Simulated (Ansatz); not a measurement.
# VBiO4 (Dreyerite): the gap up the ladder of methods, part 2 of 2

Aim: the gap of VBiO4 (Dreyerite) at several levels of theory on one structure, with the time that each takes.

Ansatz 0.2.0; density functionals, hybrids and G0W0, plane waves, PAW. Known limits of the many-body steps: finite bands, screening cutoff and k mesh; no spin-orbit coupling in G0W0; no spin polarisation.

So far. Step 5 (HSE06 on the 4×4×4 mesh): Over mesh and listed points the gap is 3.826 eV, from k = (0.333, 0.333, -0.333) to k = (0.317, 0.317, -0.317). The least direct gap found is 3.829 eV, at k = (0.333, 0.333, -0.333). On the 4×4×4 mesh alone the same run gives 4.074 eV, so that mesh misses an edge of HSE06: 4.074 − 3.826 = +0.248 eV. HSE06 against LDA: 3.826 − 2.608 = +1.218 eV. The runs also differ in mesh (6×6×6 and 4×4×4), so how much of this comes from the functional alone is not known.

In doubt: masses and optical values from hybrid runs of this build are listed as unsure (steps 8, 9), which bears on the screening that GW takes from such a start.

**7. G0W0@r2SCAN, 4×4×4 mesh, 962 empty bands, screening to 180 eV, PAW set soft_1 files**

G0W0 replaces the xc potential by a self-energy built once from the orbitals of the start. Levels are corrected in the window of bands that the input names, at points of the mesh.

This step: G0W0 on r2SCAN, plane waves, PAW; PAW set soft_1.

File input.yaml:

```yaml
crystal:
  lattice:
    - [-3.6515, 3.6515, 3.292]
    - [3.6515, -3.6515, 3.292]
    - [3.6515, 3.6515, -3.292]
  atoms:
    - { symbol: V, position: [0.5, 0.5, 0.0] }
    - { symbol: V, position: [0.25, 0.75, 0.5] }
    - { symbol: Bi, position: [0.75, 0.25, 0.5] }
    - { symbol: Bi, position: [0.0, 0.0, 0.0] }
    - { symbol: O, position: [0.152062534, 0.3328889632, 0.8191735708] }
    - { symbol: O, position: [0.0828889632, 0.7637153925, 0.6808264292] }
    - { symbol: O, position: [0.5137153925, 0.3328889632, 0.1808264292] }
    - { symbol: O, position: [0.0828889632, 0.402062534, 0.3191735708] }
    - { symbol: O, position: [0.597937466, 0.9171110368, 0.6808264292] }
    - { symbol: O, position: [0.6671110368, 0.847937466, 0.1808264292] }
    - { symbol: O, position: [0.2362846075, 0.9171110368, 0.3191735708] }
    - { symbol: O, position: [0.6671110368, 0.4862846075, 0.8191735708] }
kpoints:
  mp_grid: { grid: [4, 4, 4] }
hamiltonian:
  xc: r2scan
  pseudopotentials: { kind: paw, azcp: { folder: soft_1 } }
scf:
  occupations: { method: fixed }
gw:
  n_empty_bands: 962
  ecut_chi: 180.0
  qp_bands: [v4, c4]
  qp_kpoints: band_edges
  screening: { model: contour_deformation }
```

Started as:

```bash
ansatz run input.yaml --threads 3 --pin off --max-ram 92160MiB --backend cuda --events-out ev --progress --plain --runs-dir out --devices 1 --max-vram 13GiB
```

Numbers of over 12 decimals in the logs are rounded to 6 here.

The program printed:

```text
GPUs: using 1 of 1 available (devices: 1).
[...]
GPU FFT provider: cuFFT
GPU libraries: cuBLAS 13.8.2, cuFFT 12.4.0, cuSOLVER 12.3.4
Crystal: 12 atoms, lattice volume = 175.575 Å³
Basis set: ecut = 500 eV, 4449 PW (Γ), exchange–correlation on 180×180×180 points (64 copies of the dense FFT grid, shifted against one another)
Bands: 64, of which v1, the nominal top of the filled ones, is band 52 counted from 1 (51 counted from 0)
[...]
0    56     10.0460   -14.5535    -5.5954   -21.1195  0.7462    11.0321    11.0165  root
[...]
11    53      9.6490   -15.8989    -5.8753   -22.8318  0.7280    10.7273    10.7066  root
    11    54      9.6490   -15.8989    -5.8753   -22.8318  0.7280    10.7273    10.7066  root
    11    55      9.9024   -16.5138    -6.2558   -23.9213  0.7107    11.0821    11.0542  root
    11    56      9.9024   -16.5138    -6.2558   -23.9213  0.7107    11.0821    11.0542  root
[key lines of the parts left out:]
SCF converged after 10 iterations
Free energy (F): -35213.968993 eV
Fermi energy:    5.924880 eV
```

Wall time 1.7 min (1 × NVIDIA H100 80GB HBM3 (shared by 6 runs) with 3 threads of AMD EPYC 7R13 (Zen 3), shared host); peak memory 4.1 GiB; 2.3 min of CPU time.

This step gave:

```yaml
bands_summed: 1014
rpa_eps_infinity_on_this_mesh_eigenvalues: 4.510, 4.510, 5.837
plane_waves_in_the_screening_matrix: 951
g0w0_gap_over_the_corrected_points: 4.444 eV
k_of_the_valence_top: 0, -0.5, 0
k_of_the_conduction_bottom: 0, -0.5, 0
starting_gap_on_the_mesh: 3.169 eV
z_at_the_valence_top: 0.7480
z_at_the_conduction_bottom: 0.7334
least_direct_g0w0_gap_over_the_corrected_points: 4.444 eV
```

Over 12 of 13 irreducible mesh points the G0W0 gap is 4.444 eV, direct, at k = (0.000, -0.500, 0.000). The r2SCAN gap of this run on the mesh is 3.169 eV. The two states that bound the G0W0 gap lie that far apart at the start, so the correction of the gap is 4.444 − 3.169 = +1.275 eV.

**8. G0W0@HSE06, 4×4×4 mesh, 962 empty bands, screening to 180 eV, PAW set soft_1 files**

This step: G0W0 on HSE06, plane waves, PAW; PAW set soft_1.

input.yaml: that of step 7 with these lines changed.

```diff
@@ -21,3 +21,3 @@
 hamiltonian:
-  xc: r2scan
+  xc: hse06
   pseudopotentials: { kind: paw, azcp: { folder: soft_1 } }
```

The program printed:

```text
GPUs: using 1 of 1 available (devices: 1).
[...]
GPU FFT provider: cuFFT
GPU libraries: cuBLAS 13.8.2, cuFFT 12.4.0, cuSOLVER 12.3.4
Crystal: 12 atoms, lattice volume = 175.575 Å³
Basis set: ecut = 420 eV, 3427 PW (Γ)
Bands: 64, of which v1, the nominal top of the filled ones, is band 52 counted from 1 (51 counted from 0)
Symmetry: 16 space group operations
[...]
k-points: 13 of 64
[...]
0    55     10.5718   -16.6650    -5.9556   -23.3127  0.7336    11.2712    11.2639  root
     0    56     10.6104   -16.3891    -6.0592   -23.0892  0.7338    11.2579    11.2513  root
[...]
12    53     10.2248   -14.0020    -4.8069   -19.3481  0.7916    10.7670    10.7641  root
    12    54     10.2248   -14.0020    -4.8069   -19.3481  0.7916    10.7670    10.7641  root
    12    55     10.2711   -15.2703    -5.5122   -21.3572  0.7571    10.8502    10.8458  root
    12    56     10.2711   -15.2703    -5.5122   -21.3572  0.7571    10.8502    10.8458  root
[key lines of the parts left out:]
Free energy (F): -35168.386712 eV
Fermi energy:    5.439827 eV
```

The job ended after 4.7 min (1 × NVIDIA H100 80GB HBM3 (shared by 6 runs) with 3 threads; peak memory 4.3 GiB; 4.4 min of CPU time).

Numbers from this step:

```
bands summed                                    : 1014
RPA ε∞ on this mesh (eigenvalues)               : 3.959, 3.959, 4.978
plane waves in the screening matrix             : 951
G0W0 gap over the corrected points              : 4.685 eV
k of the valence top                            : 0, -0.5, 0
k of the conduction bottom                      : 0, -0.5, 0
starting gap on the mesh                        : 4.074 eV
Z at the valence top                            : 0.7754
Z at the conduction bottom                      : 0.7637
least direct G0W0 gap over the corrected points : 4.685 eV
```

Over all 13 irreducible mesh points the G0W0 gap is 4.685 eV, direct, at k = (0.000, -0.500, 0.000). The HSE06 gap of this run on the mesh is 4.074 eV. Other states bound it: the two that bound the G0W0 gap lie 4.095 eV apart in HSE06, so state for state the correction is 4.685 − 4.095 = +0.590 eV, while gap against gap it is 4.685 − 4.074 = +0.611 eV. G0W0@HSE06 against G0W0@r2SCAN with 1014 bands: 4.685 − 4.444 = +0.241 eV. The runs also differ in plane-wave cutoff (500 eV and 420 eV), so how much of this comes from the start alone is not known.

**9. G0W0@PBE0, 4×4×4 mesh, 962 empty bands, screening to 180 eV, PAW set soft_1 files**

This step: G0W0 on PBE0, plane waves, PAW; PAW set soft_1.

input.yaml: that of step 8 with these lines changed.

```diff
@@ -21,3 +21,3 @@
 hamiltonian:
-  xc: hse06
+  xc: pbe0
   pseudopotentials: { kind: paw, azcp: { folder: soft_1 } }
```

The program printed:

```text
GPUs: using 1 of 1 available (devices: 1).
[...]
GPU FFT provider: cuFFT
GPU libraries: cuBLAS 13.8.2, cuFFT 12.4.0, cuSOLVER 12.3.4
Crystal: 12 atoms, lattice volume = 175.575 Å³
Basis set: ecut = 420 eV, 3427 PW (Γ)
Bands: 64, of which v1, the nominal top of the filled ones, is band 52 counted from 1 (51 counted from 0)
Symmetry: 16 space group operations
[...]
k-points: 13 of 64
[...]
0    55     10.9586   -16.6538    -5.7871   -22.9028  0.7498    11.4232    11.4205  root
     0    56     10.9980   -16.3722    -5.8901   -22.6737  0.7502    11.4116    11.4094  root
[...]
12    53     10.5744   -13.9707    -4.6834   -18.9511  0.8037    10.8721    10.8714  root
    12    54     10.5744   -13.9707    -4.6834   -18.9511  0.8037    10.8721    10.8714  root
    12    55     10.6419   -15.2041    -5.3634   -20.9045  0.7724    10.9802    10.9789  root
    12    56     10.6419   -15.2041    -5.3634   -20.9045  0.7724    10.9802    10.9789  root
[key lines of the parts left out:]
Free energy (F): -35163.360439 eV
Fermi energy:    5.078276 eV
```

It took 4.1 min on 1 × NVIDIA H100 80GB HBM3 (shared by 6 runs) with 3 threads; peak memory 4.3 GiB.

Numbers from this step:

* bands summed: 1014
* RPA ε∞ on this mesh (eigenvalues): 3.712, 3.712, 4.604
* plane waves in the screening matrix: 951
* G0W0 gap over the corrected points: 4.933 eV
* k of the valence top: 0, -0.5, 0
* k of the conduction bottom: 0, -0.5, 0
* starting gap on the mesh: 4.796 eV
* Z at the valence top: 0.7885
* Z at the conduction bottom: 0.7778
* least direct G0W0 gap over the corrected points: 4.933 eV

Over all 13 irreducible mesh points the G0W0 gap is 4.933 eV, direct, at k = (0.000, -0.500, 0.000). The PBE0 gap of this run on the mesh is 4.796 eV. Other states bound it: the two that bound the G0W0 gap lie 4.823 eV apart in PBE0, so state for state the correction is 4.933 − 4.823 = +0.110 eV, while gap against gap it is 4.933 − 4.796 = +0.137 eV. G0W0@PBE0 against G0W0@HSE06 with 1014 bands: 4.933 − 4.685 = +0.248 eV, with the same mesh, files and cutoffs, and both edges at the same k points.

**10. All levels together**

Each gap is the least one over the points named; times are wall times on shared hosts, not benchmarks. A G0W0 time includes the run's own self-consistent start. Runs with listed points see these and the mesh alone, so an edge that moves elsewhere is missed. Rows marked * are further runs, not shown as steps, whose inputs differ from the G0W0 step on the same start in the columns given; solver thresholds can differ too.

```tsv
level	mesh	files, cutoff	bands summed, screening	points	gap (eV)	valence top	conduction bottom	least direct gap (eV)	time
LDA	6×6×6	soft_1 PAW, 420 eV	-	mesh and listed points	2.608	(0.333, 0.333, -0.333)	(0.317, 0.317, -0.317)	2.610	8 s
r2SCAN	6×6×6	soft_1 PAW, 500 eV	-	mesh and path	2.949	(0.333, 0.333, -0.333)	(0.317, 0.317, -0.317)	2.952	20 s
r2SCAN+SOC	6×6×6	soft_1 PAW, 500 eV	-	mesh and listed points	2.717	(0.333, 0.333, -0.333)	(0.333, 0.333, -0.333)	2.717	20 s
HSE06	4×4×4	soft_1 PAW, 420 eV	-	mesh and listed points	3.826	(0.333, 0.333, -0.333)	(0.317, 0.317, -0.317)	3.829	71 s
PBE0	4×4×4	soft_1 PAW, 420 eV	-	mesh and listed points	4.534	(0.333, 0.333, -0.333)	(0.317, 0.317, -0.317)	4.536	52 s
G0W0@r2SCAN*	4×4×4	soft_1 PAW, 500 eV	210, 54 eV	12 of 13 irreducible mesh points	4.540	(0.250, -0.500, -0.500)	(0.000, -0.500, 0.000)	4.563	36 s
G0W0@r2SCAN*	4×4×4	soft_1 PAW, 500 eV	499, 108 eV	12 of 13 irreducible mesh points	4.383	(0.250, -0.500, -0.500)	(0.000, -0.500, 0.000)	4.386	46 s
G0W0@r2SCAN	4×4×4	soft_1 PAW, 500 eV	1014, 180 eV	12 of 13 irreducible mesh points	4.444	(0.000, -0.500, 0.000)	(0.000, -0.500, 0.000)	4.444	1.7 min
G0W0@r2SCAN*	2×2×2	soft_1 PAW, 500 eV	499, 108 eV	all 4 irreducible mesh points	4.406	(0.000, -0.500, 0.000)	(0.000, -0.500, 0.000)	4.406	13 s
G0W0@HSE06	4×4×4	soft_1 PAW, 420 eV	1014, 180 eV	all 13 irreducible mesh points	4.685	(0.000, -0.500, 0.000)	(0.000, -0.500, 0.000)	4.685	4.7 min
G0W0@PBE0	4×4×4	soft_1 PAW, 420 eV	1014, 180 eV	all 13 irreducible mesh points	4.933	(0.000, -0.500, 0.000)	(0.000, -0.500, 0.000)	4.933	4.1 min
```

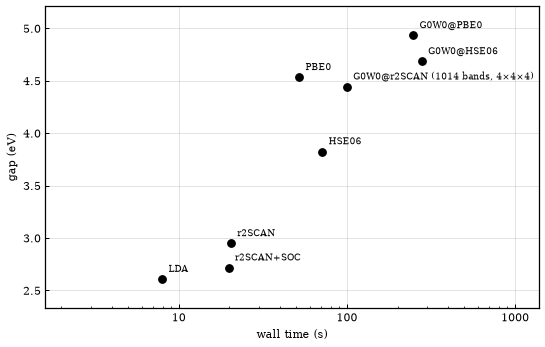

Gap against wall time for the runs shown as steps.

**11. Outcome**

```yaml
lda_over_mesh_and_listed_points: 2.608 eV
r2scan_over_mesh_and_path: 2.949 eV
r2scan_soc_over_mesh_and_listed_points: 2.717 eV
hse06_over_mesh_and_listed_points: 3.826 eV
pbe0_over_mesh_and_listed_points: 4.534 eV
g0w0_r2scan_1014_bands_4x4x4_over_12_of_13_irreducible_mesh_points: 4.444 eV
g0w0_hse06_over_all_13_irreducible_mesh_points: 4.685 eV
g0w0_pbe0_over_all_13_irreducible_mesh_points: 4.933 eV
known_limits: finite bands, screening cutoff and k mesh; no spin-orbit coupling in G0W0; no spin polarisation
```

**Reading.** The rows run from 2.608 eV (LDA) to 4.933 eV (G0W0@PBE0). They differ in mesh, plane-wave cutoff, bands and screening cutoff of G0W0 and the points over which the gap was sought as well as in level, so only pairs that share these are like for like. PBE0 against HSE06: 4.534 − 3.826 = +0.708 eV, with the same mesh, files and cutoff, and both edges at the same k points. G0W0@PBE0 against G0W0@HSE06 with 1014 bands: 4.933 − 4.685 = +0.248 eV, with the same mesh, files and cutoffs, and both edges at the same k points. G0W0@r2SCAN (1014 bands, 4×4×4) moves the gap of its own start on the mesh by 4.444 − 3.169 = +1.275 eV, between the same two levels. Over mesh and path, r2SCAN puts the valence top at k = (0.333, 0.333, -0.333) and conduction bottom at k = (0.317, 0.317, -0.317), where no G0W0 correction was computed. The G0W0 gap over the whole zone is therefore not known from this run; at its settings it can only be equal to or under the 4.444 eV found, and no correction is carried over from another point. For the start itself the gap is 2.949 eV over mesh and path and 3.169 eV on the mesh of the G0W0 run, in runs that differ in mesh (6×6×6 and 4×4×4). G0W0@HSE06 moves the gap of its own start on the mesh by 4.685 − 4.074 = +0.611 eV, with other states at the edges (they lie 4.095 eV apart at the start). Over mesh and listed points, HSE06 puts the valence top at k = (0.333, 0.333, -0.333) and conduction bottom at k = (0.317, 0.317, -0.317), where no G0W0 correction was computed. The G0W0 gap over the whole zone is therefore not known from this run; at its settings it can only be equal to or under the 4.685 eV found, and no correction is carried over from another point. For the start itself the gap is 3.826 eV over mesh and listed points and 4.074 eV on the mesh of the G0W0 run. G0W0@PBE0 moves the gap of its own start on the mesh by 4.933 − 4.796 = +0.137 eV, with other states at the edges (they lie 4.823 eV apart at the start). Over mesh and listed points, PBE0 puts the valence top at k = (0.333, 0.333, -0.333) and conduction bottom at k = (0.317, 0.317, -0.317), where no G0W0 correction was computed. The G0W0 gap over the whole zone is therefore not known from this run; at its settings it can only be equal to or under the 4.933 eV found, and no correction is carried over from another point. For the start itself the gap is 4.534 eV over mesh and listed points and 4.796 eV on the mesh of the G0W0 run. What spin-orbit coupling does to the G0W0 levels was not computed, so no sum with the G0W0 gap is formed. For G0W0@r2SCAN: from 210 bands and 54 eV to 1014 bands and 180 eV the gap moves by 4.444 − 4.540 = −0.096 eV (rung by rung 4.540, 4.383, 4.444 eV); bands and screening cutoff rise together, so their parts are not told apart. The states that bound the gap change along the series, so no limit is drawn and it is not known. The other G0W0 rows are shown at one basis each (1014 bands), so their distance from the limit is not known here. With the 2×2×2 mesh in place of the 4×4×4 mesh and all else as in the G0W0@r2SCAN row with 499 bands, the gap differs by 4.406 − 4.383 = +0.023 eV, and that of the start by 3.167 − 3.169 = −0.002 eV; an edge lies at another k point, so this need not be the shift of one pair of states. The G0W0 runs are scalar-relativistic. The runs have no spin polarisation, and the cell holds V; whether a magnetic state lies lower is not shown here. Where d states form a band edge, one-shot GW is known to depend on its start; the orbital character of the edges was not analysed here. G0W0@r2SCAN runs of this series with other atomic data on the same mesh, not shown as steps, give 4.369 eV (hard PAW, 1050 eV, 1487 bands, screening to 234 eV); where bands and cutoffs differ too, the part of the files is not isolated.

[Paths, hosts, dates, memory and timing lines, banners, echoed tables and standing remarks are left out of the program output.]

[Logs are printed without paths, hosts, clocks, repeated set-up lines and the standing remarks that a program may print on its own settings, such as how far it seeks lower states.]

[Runs of the session that timed out or met a known fault of the program may be left out.]

[Cells called generated may have been cut or substituted from an entry of the Crystallography Open Database or the Materials Project.]

[Hosts, paths, dates, database ids (printed as entryN), source tags and the programs' standing remarks are cut or masked in the printed files.]

[Where an RPA ε∞ is given, it is that of the G0W0 mesh and is not shown converged in it. Names of k-points follow the symmetry that the program found, which can be lower than the space group named. Band edges on a path are those of the sampled points; other points can move an edge, and change direct to indirect where valleys lie close.]

[Hybrid gaps are those of their k-mesh and are not shown converged in it.]
